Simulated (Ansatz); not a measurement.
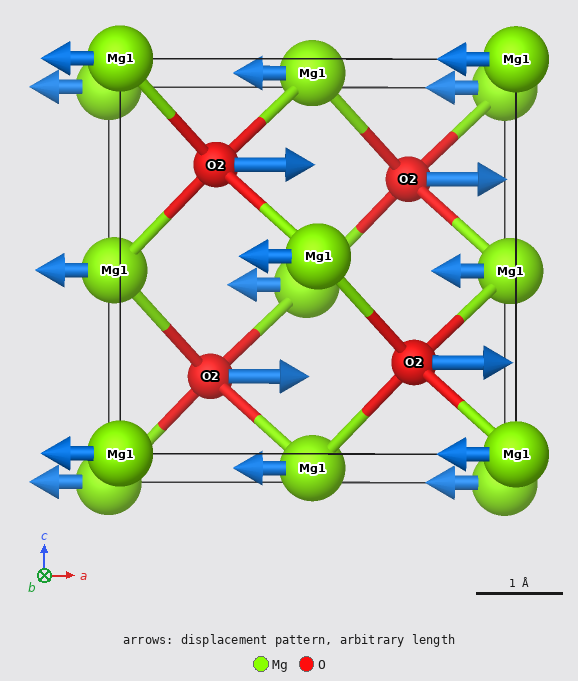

One vibrational mode of crystalline MgO (a generated structure) at the zone centre. The blue arrows give the relative displacements of the atoms. A ball-and-stick model of the conventional cell (4 times the calculation's cell), seen from a free direction. Lengths and directions refer to the drawn axes.

All numbers below come from DFT PBE, scalar-relativistic, plane waves, PAW (Ansatz 0.2.0). Set-up: plane-wave cutoff 420 eV; k-point mesh 8 × 8 × 8; occupations fixed; no spin polarisation.

Frequencies are those without the non-analytic (LO–TO) term.

**Describe the mode and give its frequency.**

This is the T₂ mode (triply degenerate; one member of the set is drawn) at 59.5 meV, the only optical level, infrared- and Raman-active by symmetry. The O sublattice moves against the Mg sublattice, along a; the kinetic energy is shared as O 60 %, Mg 40 %. Its infrared intensity is 24 (D/Å)²/amu for the set. The value is the transverse one; the longitudinal partner lies at 676 cm⁻¹.
